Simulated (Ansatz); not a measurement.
Input file:

```
crystal:
  lattice:
    - [0.0, 2.1839935596, 2.1839935596]
    - [2.1839935596, 0.0, 2.1839935596]
    - [2.1839935596, 2.1839935596, 0.0]
  atoms:
    - { symbol: Al, position: [0.0, 0.0, 0.0] }
    - { symbol: "N", position: [0.25, 0.25, 0.25] }
hamiltonian:
  xc: cam_b3lyp
  pseudopotentials: { kind: paw }
kpoints:
  mp_grid: { grid: [5, 5, 5] }
scf:
  occupations: { method: fermi_dirac, width: 0.05 }
output:
  forces: true
  stress: true
  eigenvalues: true
  write_density: true
  write_potential: true
  elf: true
  volumetric_format: npy
```

Launched as:

```sh
ansatz run input.yaml --threads 2 --pin off --max-ram 5632MiB --backend cpu --events-out ev --progress --plain --runs-dir out
```

Below, planes, directions and counts refer to the conventional cell (a = 4.37 Å, b = 4.37 Å, c = 4.37 Å, α = 90.00°, β = 90.00°, γ = 90.00°).

Space group F-43m; a structure from a database of computed crystals, not necessarily the ambient phase.

Level of theory: Kohn-Sham DFT of a periodic cell, CAM-B3LYP, Ansatz PAW (Ansatz 0.2.0).

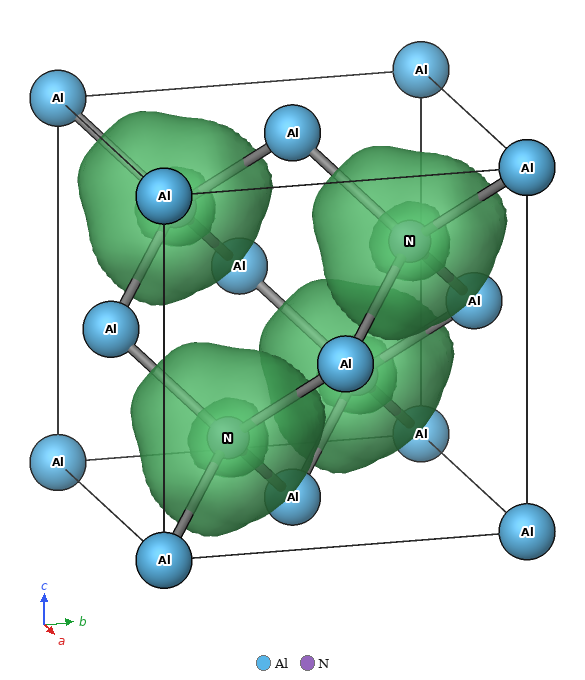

AlN. Isosurface of the ELF at 0.7 (green), seen slightly off an axis. Core shells and regions of very low density are left out. Sticks mark near contacts.

Core electrons are frozen (PAW), and the valence fields are smoothed inside the atomic spheres.

> Where are the electrons localised?

The surface consists of four regions on N in which the atom's valence shell and bonds are merged, counted in one cell of 8 atoms. Any copies at cell faces, edges or corners count once. Profiles from the grid: Al–N (1.89 Å): the ELF peaks at about 0.90 between the atoms; a shared but strongly polarised pair.
